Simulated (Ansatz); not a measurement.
**Energy of Al₃Cu₂ along a strain of the cell**

System: Al₃Cu₂ (P-1, 5 atoms in the cell).
Method: DFT LDA, scalar-relativistic, plane waves, PAW, PAW set soft_1, no spin polarisation (Ansatz 0.2.0).

The 6 runs differ only in the geometry, by a strain of the cell at fixed fractional positions. Against run 3, the strain is εxx = −0.5 η, εyy = −0.5 η and εzz = η. The structure derives from a Materials Project entry.

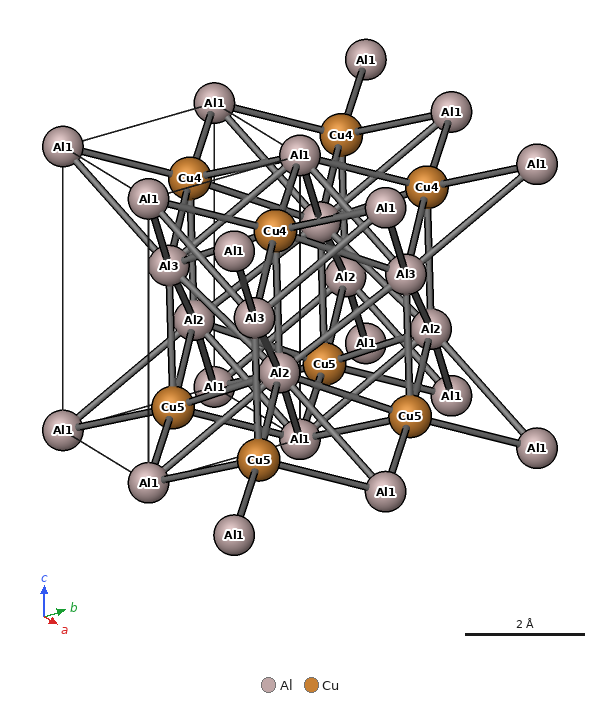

Figure 1. The structure of run 3 (ball-and-stick view of the cell of the calculation, repeated 2 × 2 × 1, seen slightly off an axis; atoms are numbered from 1 in the order of the input).

### Input of run 3
```yaml
crystal:
  lattice:
    - [4.0557157516, 0.0, 0.0]
    - [-2.0278578758, 3.5123528714, 0.0]
    - [0.0, 0.0, 4.9315479608]
  atoms:
    - { symbol: Al, position: [0.0, 0.0, 0.0] }
    - { symbol: Al, position: [0.3516879684, 0.6666666667, 0.3508928116] }
    - { symbol: Al, position: [0.6483120316, 0.3333333333, 0.6491071884] }
    - { symbol: Cu, position: [0.3028578248, 0.6666666667, 0.841587066] }
    - { symbol: Cu, position: [0.6971421752, 0.3333333333, 0.158412934] }
basis:
  ecutwfc: 520.0
kpoints:
  mp_grid: { grid: [12, 12, 8] }
hamiltonian:
  xc: lda
  pseudopotentials: { kind: paw, azcp: { folder: soft_1 } }
scf:
  occupations: { method: gaussian, width: 0.15 }
output:
  forces: true
  stress: true
  eigenvalues: true
```

Command:
```bash
ansatz run input.yaml --threads 4 --pin off --max-ram 8192MiB --backend cpu --events-out ev --progress --plain --runs-dir out
```

Lattice vectors (Å) and fractional positions of run 3:
```
   4.055716    0.000000    0.000000
  -2.027858    3.512353    0.000000
   0.000000    0.000000    4.931548
Al  0.000000  0.000000  0.000000
Al  0.351688  0.666667  0.350893
Al  0.648312  0.333333  0.649107
Cu  0.302858  0.666667  0.841587
Cu  0.697142  0.333333  0.158413
```

Run 5 differs from it as follows:
```diff
-    - [4.0557157516, 0.0, 0.0]
-    - [-2.0278578758, 3.5123528714, 0.0]
-    - [0.0, 0.0, 4.9315479608]
+    - [3.9610147888, 0.0, 0.0]
+    - [-1.9805073944, 3.4303394319, 0.0]
+    - [0.0, 0.0, 5.1618512506]
```

### Results, with one run withheld

| run | strain parameter η (%) | free energy per atom, from the lowest run given (meV) | pressure (GPa) |
| --- | --- | --- | --- |
| 1 | −4.6700 | 26.28 | 2.10 |
| 2 | −2.3300 | 4.92 | 1.12 |
| 3 | 0.0000 | 0.00 | 0.72 |
| 4 | 2.3300 | 9.02 | 0.98 |
| 5 | 4.6700 | ? | ? |
| 6 | 7.0000 | 57.94 | 2.87 |

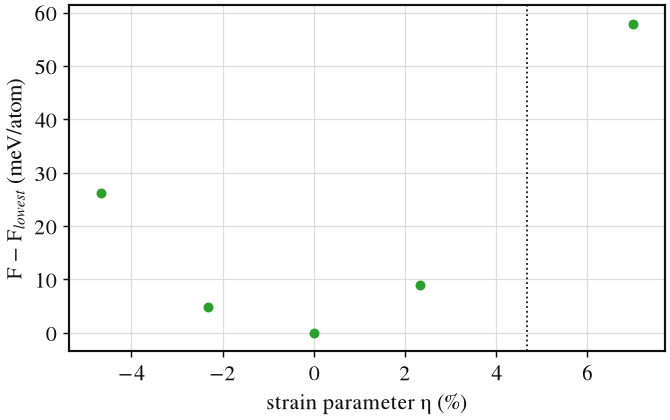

Figure 2. Free energy per atom of the runs given; the dotted line marks run 5.

What should run 5 give?

A cubic polynomial in the coordinate, fitted to the 5 runs given, misses them by at most 0.04 meV per atom. With x = η − 0.4660, it reads F = 0.81425 + 2.232 x + 1.2226 x² − 0.0346 x³ (meV per atom). At run 5 it gives 29.23 meV per atom, and the run itself gives 29.06. The fit has its minimum at η = −0.4139 %.

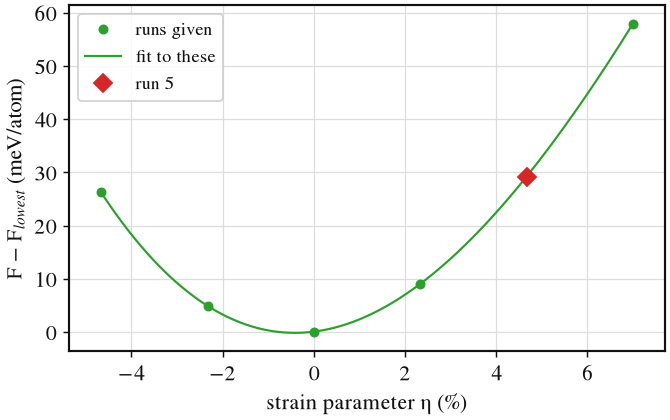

Figure 3. The fit and the withheld run.

### Output, shortened to warnings, some set-up lines, iterations and results (run 5)
```
Warning: [file] the record states the generating functional pbe (its physics header spells it `PBE`), which answers neither for hamiltonian.xc's functional nor for the lda family's — results may be inconsistent (PPs are generated against a specific XC)
Warning: [file] the record states the generating functional pbe (its physics header spells it `PBE`), which answers neither for hamiltonian.xc's functional nor for the lda family's — results may be inconsistent (PPs are generated against a specific XC)
Basis set: ecut = 520 eV, 1885 PW (Γ)
Symmetry: 2 space group operations
k-points: 580 of 1152
Initial density: superposition of atomic densities (chi_scale 0.1, normalization cell, long waves kept (reshape's long-wave potential 0.01 eV rms))
[...]
SCF iter   1: F=—  HF=-14657.486379 eV  |F-HF|=—  |Δ(HF+E_count)|=         —  Δρ=3.50e-1  dr2=5.83e1  ethr=3.10e-3  ⟨swp⟩=6.2  Hψ=73611  notcnv=0
SCF iter   2: F=—  HF=-14651.992245 eV  |F-HF|=—  |Δ(HF+E_count)|=    5.49e0  Δρ=1.02e-1  dr2=6.17e0  ethr=3.10e-3  ⟨swp⟩=2.9  Hψ=38972  notcnv=0  defer=434
SCF iter   3: F=—  HF=-14651.072014 eV  |F-HF|=—  |Δ(HF+E_count)|=   9.20e-1  Δρ=5.30e-2  dr2=1.85e0  ethr=3.10e-3  ⟨swp⟩=2.0  Hψ=23971  notcnv=0  defer=497
SCF iter   4: F=—  HF=-14650.824825 eV  |F-HF|=—  |Δ(HF+E_count)|=   2.47e-1  Δρ=1.18e-2  dr2=1.51e-1  ethr=3.10e-3  ⟨swp⟩=2.2  Hψ=24995  notcnv=0  defer=497
SCF iter   5: F=—  HF=-14650.818574 eV  |F-HF|=—  |Δ(HF+E_count)|=   6.25e-3  Δρ=2.09e-3  dr2=2.10e-3  ethr=3.21e-4  ⟨swp⟩=2.0  Hψ=31112  notcnv=0  defer=498
SCF iter   6: F=—  HF=-14650.819598 eV  |F-HF|=—  |Δ(HF+E_count)|=   1.02e-3  Δρ=5.36e-4  dr2=2.14e-4  ethr=4.47e-6  ⟨swp⟩=2.0  Hψ=29989  notcnv=0  defer=498
SCF iter   7: F=—  HF=-14650.819530 eV  |F-HF|=—  |Δ(HF+E_count)|=   6.81e-5  Δρ=9.49e-5  dr2=1.83e-5  ethr=4.55e-7  ⟨swp⟩=2.0  Hψ=28823  notcnv=0  defer=498
SCF iter   8: F=—  HF=-14650.819523 eV  |F-HF|=—  |Δ(HF+E_count)|=   7.04e-6  Δρ=5.81e-5  dr2=2.83e-6  ethr=3.88e-8  ⟨swp⟩=2.5  Hψ=24994  notcnv=0  defer=498
SCF iter   9: F=-14650.819523 eV  HF=-14650.819523 eV  |F-HF|=4.82e-8  |Δ(HF+E_count)|=   4.60e-7  Δρ=9.70e-6  dr2=9.27e-8  ethr=2.13e-10  ⟨swp⟩=7.8  Hψ=84780  notcnv=0
SCF 1 converged in 9 iterations: F = -14650.819523 eV  dr2 = 9.27e-8
SCF converged after 9 iterations
Free energy (F): -14650.819523 eV
Harris-Foulkes:  -14650.819523 eV  (|F-HF|=4.82e-8)
Internal energy: -14650.804308 eV  (E = F + TS)
E sigma→0 (E₀):  -14650.811915 eV
Entropy (-TS):   -0.015215 eV (-3.043 meV/atom)
Fermi energy:    11.300836 eV
--- Per-component energies (eV) ---
  E_band       = -926.895003
  E_kinetic    = 602.498799
  E_local      = -12544.601142  (includes V_loc(G=0)·N_el)
  E_nonlocal   = 1805.585334
  E_hartree    = 5482.783682
  E_xc         = -254.846825
  E_vxc        = -273.425972  (∫ρ·V_xc dr)
  E_paw        = -4819.087160  (= ΣΔE_a)
  E_vpaw       = -1482.549060  (= ΣTr[D̂ρ^β])
  E_aug_tail   = 0.000658  (compensation charges beyond the density's cutoff)
  E_ewald      = -4924.204125
  E_core_change = 1.066472  (= ΣΔE_core)
  E_smearing   = -0.015215  (= −TS)
  E_closure    = -0.000000  (closes the sum)
  Σ components = -14650.819523   (vs F -14650.819523, Δ=0.00e0)
--- Forces (eV/Å), atoms counted from 1 ---
  atom   1  Al     0.00000000     0.00000000     0.00000000
  atom   2  Al    -0.15554300     0.05597190    -0.03032137
  atom   3  Al     0.15554300    -0.05597190     0.03032137
  atom   4  Cu     0.64147534    -0.02471340    -0.29271406
  atom   5  Cu    -0.64147534     0.02471340     0.29271406
  max |Σ_I F_I| component: 0.00e0 eV/Å
--- Stress (GPa, compression-positive) ---
        6.249265      -2.526397      -0.010308
       -2.526397       5.336176       0.093968
       -0.010309       0.093968      -6.402041
  P = ⅓ Tr σ = 1.7278 GPa (17.278 kbar)
```

Warnings of the run: the PAW datasets were made with another functional.
